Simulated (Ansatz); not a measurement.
**From Co to Ni**

System: Co (I4/mmm, 1 atom in the cell).
Method of the first run: DFT PBEsol, scalar-relativistic, plane waves, PAW, spin-polarised (Ansatz 0.2.0).
System of the second run: Ni (I4/mmm, 1 atom in the cell).

On the first run: The structure was made by swapping elements on the sites of another compound; it need not be a known phase. On the second run: The structure was made by swapping elements on the sites of another compound; it need not be a known phase. It belongs to a series of runs on one base structure; here: Cu -> Ni on all its sites, cell and atoms relaxed. Text and figures count atoms from 1; the logs count them from 0 in places.

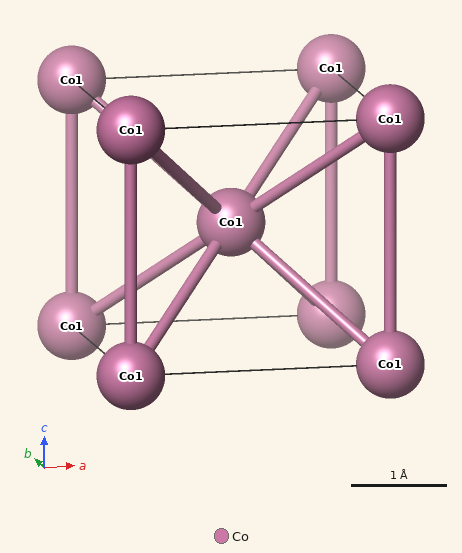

The structure as given in the input (ball-and-stick view of the cell 2 times as large as that of the calculation, set on its symmetry axes, seen slightly off an axis; atoms are numbered from 1 in the order of the input). An atom can appear more than once, as a periodic image.

Input file, the first run:
```yaml
crystal:
  lattice:
    - [-1.400739099, 1.400739099, 1.3182659772]
    - [1.400739099, -1.400739099, 1.3182659772]
    - [1.400739099, 1.400739099, -1.3182659772]
  atoms:
    - { symbol: Co, position: [0.0, 0.0, 0.0], spin: 3.0 }
basis:
  ecutwfc: 420
kpoints:
  mp_grid: { grid: [10, 10, 10] }
hamiltonian:
  xc: pbesol
scf:
  occupations: { method: gaussian, width: 0.1 }
  lower_state_search: "off"
output:
  forces: true
  stress: true
  eigenvalues: true
  populations: true
magnetization:
  spin_polarized: true
```

Command:
```bash
ansatz run input.yaml --threads 1 --pin off --max-ram 2560MiB --backend cpu --events-out ev --progress --plain --runs-dir out
```

Hardware: 1 thread of Intel Xeon (Granite Rapids), 32 GiB of memory available, shared host.

Output, shortened to warnings, some set-up lines, iterations and results (the first run):
```
Basis set: ecut = 420 eV, 193 PW (Γ), exchange–correlation on 32×32×32 points (8 copies of the dense FFT grid, shifted against one another)
Symmetry: 16 space group operations
k-points: 102 of 1000
Initial density: superposition of atomic densities (chi_scale 0.1, normalization cell)
[...]
SCF iter   1: F=—  HF=-5092.687928 eV  |F-HF|=—  |Δ(HF+E_count)|=         —  Δρ=1.41e-1 (↑1.41e-1 ↓7.59e-2)  dr2=3.96e-1  dr2_m=1.05e0  M=1.940 μB ∫|m|=2.010 μB  β_m=0.30  …
SCF iter   2: F=—  HF=-5092.737950 eV  |F-HF|=—  |Δ(HF+E_count)|=   5.00e-2  Δρ=9.35e-2 (↑7.94e-2 ↓9.35e-2)  dr2=1.54e-2  dr2_m=7.02e-1  M=1.831 μB ∫|m|=1.925 μB  β_m=0.54  …
SCF iter   3: F=—  HF=-5092.909286 eV  |F-HF|=—  |Δ(HF+E_count)|=   1.71e-1  Δρ=6.69e-2 (↑6.69e-2 ↓1.85e-2)  dr2=2.37e-1  dr2_m=1.24e-1  M=1.810 μB ∫|m|=1.911 μB  β_m=0.60  …
SCF iter   4: F=—  HF=-5092.881923 eV  |F-HF|=—  |Δ(HF+E_count)|=   2.74e-2  Δρ=7.45e-3 (↑7.45e-3 ↓3.81e-3)  dr2=5.66e-3  dr2_m=8.70e-4  M=1.734 μB ∫|m|=1.846 μB  β_m=0.66  …
SCF iter   5: F=—  HF=-5092.881451 eV  |F-HF|=—  |Δ(HF+E_count)|=   4.71e-4  Δρ=1.32e-3 (↑4.17e-4 ↓1.32e-3)  dr2=3.85e-5  dr2_m=5.99e-5  M=1.752 μB ∫|m|=1.857 μB  β_m=0.75  …
SCF iter   6: F=—  HF=-5092.881488 eV  |F-HF|=—  |Δ(HF+E_count)|=   3.70e-5  Δρ=3.39e-4 (↑2.17e-4 ↓3.39e-4)  dr2=3.29e-6  dr2_m=5.26e-6  M=1.752 μB ∫|m|=1.856 μB  β_m=0.79  …
SCF iter   7: F=—  HF=-5092.881494 eV  |F-HF|=—  |Δ(HF+E_count)|=   5.83e-6  Δρ=9.16e-5 (↑9.16e-5 ↓9.04e-5)  dr2=2.76e-7  dr2_m=5.77e-7  M=1.752 μB ∫|m|=1.856 μB  β_m=0.89  …
SCF iter   8: F=-5092.881495 eV  HF=-5092.881495 eV  |F-HF|=4.76e-9  |Δ(HF+E_count)|=   5.69e-7  Δρ=1.05e-5 (↑9.04e-6 ↓1.05e-5)  dr2=4.56e-9  dr2_m=5.50e-9  M=1.752 μB …
SCF 1 converged in 8 iterations: F = -5092.881495 eV  dr2 = 4.56e-9
SCF converged after 8 iterations
Magnetization: 1.7520 μB (9.3760 up, 7.6240 down)
Absolute magnetization: 1.8560 μB (∫|ρ↑−ρ↓|, with the PAW one-centre terms)
Spin contamination: 0.0213 ħ² per cell (⟨S²⟩ above its minimum at these occupations)
Per-site moments (μB) at R_I (Å): [(1.7982762938474302, 0.9815389812819261)]
Free energy (F): -5092.881495 eV
Harris-Foulkes:  -5092.881495 eV  (|F-HF|=4.76e-9)
Internal energy: -5092.874933 eV  (E = F + TS)
E sigma→0 (E₀):  -5092.878214 eV
Entropy (-TS):   -0.006562 eV (-6.562 meV/atom)
Fermi energy:    19.934018 eV
--- Per-component energies (eV) ---
  E_band       = -228.221231
  E_kinetic    = 454.818010
  E_local      = -2763.109927  (includes V_loc(G=0)·N_el)
  E_nonlocal   = 455.924051
  E_hartree    = 1158.193498
  E_xc         = -158.226252
  E_vxc        = -205.145465  (∫ρ·V_xc dr)
  E_paw        = -1482.703169  (= ΣΔE_a)
  E_vpaw       = -487.098803  (= ΣTr[D̂ρ^β])
  E_aug_tail   = 0.000052  (compensation charges beyond the density's cutoff)
  E_ewald      = -2757.959616
  E_core_change = 0.188419  (= ΣΔE_core)
  E_smearing   = -0.006562  (= −TS)
  E_closure    = 0.000000  (closes the sum)
  Σ components = -5092.881495   (vs F -5092.881495, Δ=0.00e0)
--- Forces (eV/Å), atoms counted from 1 ---
  atom   1  Co    -0.00000000     0.00000000     0.00000000
  max |Σ_I F_I| component: 4.93e-32 eV/Å
--- Stress (GPa, compression-positive) ---
        7.755501      -0.000000      -0.000000
       -0.000000       7.755501       0.000000
        0.000000       0.000000       4.384210
  P = ⅓ Tr σ = 6.6317 GPa (66.317 kbar)
--- Löwdin populations: 1 site ---
  site symbol       q [e]    m [muB]
     0     Co     16.7659     1.8059
  spilling = 0.013773 (of n_electrons = 17.000000)
```

For the second run the input was changed thus:
```diff
-    - [-1.400739099, 1.400739099, 1.3182659772]
-    - [1.400739099, -1.400739099, 1.3182659772]
-    - [1.400739099, 1.400739099, -1.3182659772]
+    - [-1.3858770668, 1.3858770668, 1.3042789961]
+    - [1.3858770668, -1.3858770668, 1.3042789961]
+    - [1.3858770668, 1.3858770668, -1.3042789961]
-    - { symbol: Co, position: [0.0, 0.0, 0.0], spin: 3.0 }
+    - { symbol: Ni, position: [0.0, 0.0, 0.0], spin: 2.0 }
```

How does the second run compare with the first run?

The total energies belong to different systems, so their difference says nothing on which is more stable or more accurate. The net moment of the cell goes from 1.75 to 0.39 μB. The pressure goes from 6.63 to 10.01 GPa. The volume per atom goes from 10.35 to 10.02 Å³. The SCF takes 13 iterations against 8.

Output, shortened to warnings, some set-up lines, iterations and results (the second run):
```
Basis set: ecut = 420 eV, 193 PW (Γ), exchange–correlation on 32×32×32 points (8 copies of the dense FFT grid, shifted against one another)
Symmetry: 16 space group operations
k-points: 102 of 1000
Initial density: superposition of atomic densities (chi_scale 0.1, normalization cell)
[...]
SCF iter   1: F=—  HF=-5804.549926 eV  |F-HF|=—  |Δ(HF+E_count)|=         —  Δρ=1.49e-1 (↑1.49e-1 ↓1.36e-1)  dr2=2.93e-2  dr2_m=1.85e0  M=0.850 μB ∫|m|=0.950 μB  β_m=0.30  …
SCF iter   2: F=—  HF=-5804.676786 eV  |F-HF|=—  |Δ(HF+E_count)|=   1.27e-1  Δρ=1.15e-1 (↑9.87e-2 ↓1.15e-1)  dr2=1.55e-2  dr2_m=1.05e0  M=0.815 μB ∫|m|=0.903 μB  β_m=0.65  …
SCF iter   3: F=—  HF=-5805.250313 eV  |F-HF|=—  |Δ(HF+E_count)|=   5.74e-1  Δρ=1.04e-1 (↑1.04e-1 ↓7.47e-2)  dr2=1.67e0  dr2_m=2.19e-2  M=0.693 μB ∫|m|=0.763 μB  β_m=0.45  …
SCF iter   4: F=—  HF=-5804.856279 eV  |F-HF|=—  |Δ(HF+E_count)|=   3.94e-1  Δρ=1.47e-2 (↑9.62e-3 ↓1.47e-2)  dr2=2.15e-3  dr2_m=1.30e-2  M=0.617 μB ∫|m|=0.694 μB  β_m=0.73  …
SCF iter   5: F=—  HF=-5804.858616 eV  |F-HF|=—  |Δ(HF+E_count)|=   2.34e-3  Δρ=6.59e-3 (↑5.85e-3 ↓6.59e-3)  dr2=6.58e-5  dr2_m=3.50e-3  M=0.563 μB ∫|m|=0.631 μB  β_m=0.86  …
SCF iter   6: F=—  HF=-5804.860103 eV  |F-HF|=—  |Δ(HF+E_count)|=   1.49e-3  Δρ=5.71e-3 (↑5.71e-3 ↓2.13e-3)  dr2=7.76e-4  dr2_m=1.35e-3  M=0.516 μB ∫|m|=0.576 μB  β_m=0.93  …
SCF iter   7: F=—  HF=-5804.860686 eV  |F-HF|=—  |Δ(HF+E_count)|=   5.82e-4  Δρ=2.49e-3 (↑2.49e-3 ↓2.13e-3)  dr2=2.88e-5  dr2_m=4.67e-4  M=0.462 μB ∫|m|=0.515 μB  β_m=0.97  …
SCF iter   8: F=—  HF=-5804.860905 eV  |F-HF|=—  |Δ(HF+E_count)|=   2.19e-4  Δρ=1.86e-3 (↑1.86e-3 ↓1.83e-3)  dr2=4.12e-6  dr2_m=3.07e-4  M=0.437 μB ∫|m|=0.489 μB  β_m=0.80  …
SCF iter   9: F=—  HF=-5804.861125 eV  |F-HF|=—  |Δ(HF+E_count)|=   2.21e-4  Δρ=4.91e-4 (↑2.32e-4 ↓4.91e-4)  dr2=5.50e-6  dr2_m=1.08e-5  M=0.384 μB ∫|m|=0.430 μB  β_m=0.88  …
SCF iter  10: F=—  HF=-5804.861094 eV  |F-HF|=—  |Δ(HF+E_count)|=   3.15e-5  Δρ=9.15e-4 (↑9.15e-4 ↓8.36e-4)  dr2=5.83e-7  dr2_m=6.99e-5  M=0.368 μB ∫|m|=0.412 μB  β_m=0.88  …
SCF iter  11: F=—  HF=-5804.861130 eV  |F-HF|=—  |Δ(HF+E_count)|=   3.64e-5  Δρ=1.95e-4 (↑1.30e-4 ↓1.95e-4)  dr2=3.32e-7  dr2_m=2.39e-6  M=0.390 μB ∫|m|=0.437 μB  β_m=0.76  …
SCF iter  12: F=-5804.861131 eV  HF=-5804.861131 eV  |F-HF|=5.82e-9  |Δ(HF+E_count)|=   1.04e-6  Δρ=2.78e-5 (↑2.09e-5 ↓2.78e-5)  dr2=4.29e-9  dr2_m=5.40e-8  M=0.387 μB …
SCF iter  13: F=-5804.861131 eV  HF=-5804.861131 eV  |F-HF|=2.05e-10  |Δ(HF+E_count)|=   2.55e-8  Δρ=3.78e-6 (↑3.78e-6 ↓3.20e-6)  dr2=3.44e-11  dr2_m=1.10e-9  M=0.387 μB …
SCF 1 converged in 13 iterations: F = -5804.861131 eV  dr2 = 3.44e-11
SCF converged after 13 iterations
Magnetization: 0.3868 μB (9.1934 up, 8.8066 down)
Absolute magnetization: 0.4337 μB (∫|ρ↑−ρ↓|, with the PAW one-centre terms)
Spin contamination: 0.0025 ħ² per cell (⟨S²⟩ above its minimum at these occupations)
Per-site moments (μB) at R_I (Å): [(0.4080808308863977, 0.9711247193158795)]
Free energy (F): -5804.861131 eV
Harris-Foulkes:  -5804.861131 eV  (|F-HF|=2.05e-10)
Internal energy: -5804.853357 eV  (E = F + TS)
E sigma→0 (E₀):  -5804.857244 eV
Entropy (-TS):   -0.007774 eV (-7.774 meV/atom)
Fermi energy:    19.791235 eV
--- Per-component energies (eV) ---
  E_band       = -253.019896
  E_kinetic    = 284.413666
  E_local      = -3301.226798  (includes V_loc(G=0)·N_el)
  E_nonlocal   = 636.569341
  E_hartree    = 1380.198658
  E_xc         = -85.225400
  E_vxc        = -110.323473  (∫ρ·V_xc dr)
  E_paw        = -1594.654045  (= ΣΔE_a)
  E_vpaw       = -522.850822  (= ΣTr[D̂ρ^β])
  E_aug_tail   = 0.000515  (compensation charges beyond the density's cutoff)
  E_ewald      = -3125.126584
  E_core_change = 0.197289  (= ΣΔE_core)
  E_smearing   = -0.007774  (= −TS)
  E_closure    = 0.000000  (closes the sum)
  Σ components = -5804.861131   (vs F -5804.861131, Δ=0.00e0)
--- Forces (eV/Å), atoms counted from 1 ---
  atom   1  Ni    -0.00000000    -0.00000000     0.00000000
  max |Σ_I F_I| component: 3.08e-32 eV/Å
--- Stress (GPa, compression-positive) ---
       11.328816      -0.000000      -0.000000
       -0.000000      11.328816      -0.000000
        0.000000       0.000000       7.368574
  P = ⅓ Tr σ = 10.0087 GPa (100.087 kbar)
--- Löwdin populations: 1 site ---
  site symbol       q [e]    m [muB]
     0     Ni     17.7771     0.4021
  spilling = 0.012381 (of n_electrons = 18.000000)
```

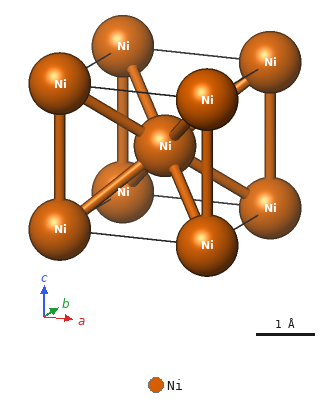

The input structure of the second run (ball-and-stick view of the cell 2 times as large as that of the calculation, set on its symmetry axes, seen slightly off an axis). An atom can appear more than once, as a periodic image.

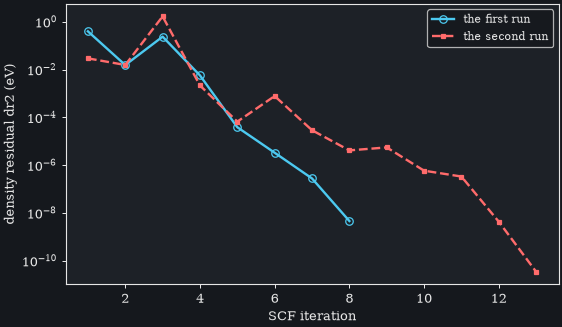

Convergence of the two runs: density residual dr2 against the SCF iteration. The first run takes 8 iterations in all, and the second run takes 13.

The two runs side by side:

| quantity | the first run | the second run |
| --- | --- | --- |
| outcome | converged | converged |
| free energy per atom (eV) | −5092.8815 | −5804.8611 |
| energy per atom, smearing taken to zero (eV) | −5092.8782 | −5804.8572 |
| gap on the mesh (eV) | 0.00 | 0.00 |
| net moment of the cell (μB) | 1.75 | 0.39 |
| absolute moment of the cell (μB) | 1.86 | 0.43 |
| pressure (GPa) | 6.63 | 10.01 |
| volume per atom (Å³) | 10.35 | 10.02 |
| largest force (eV/Å) | 0.000 | 0.000 |
| SCF iterations | 8 | 13 |
| irreducible k-points | 102 | 102 |
| plane waves at Γ | 193 | 193 |
| wall time (shared host) | 1.4 s | 1.9 s |

For the first run: The cell is under a pressure of 6.6 GPa at this level, so it is not at its equilibrium volume. For the second run: The cell is under a pressure of 10.0 GPa at this level, so it is not at its equilibrium volume.
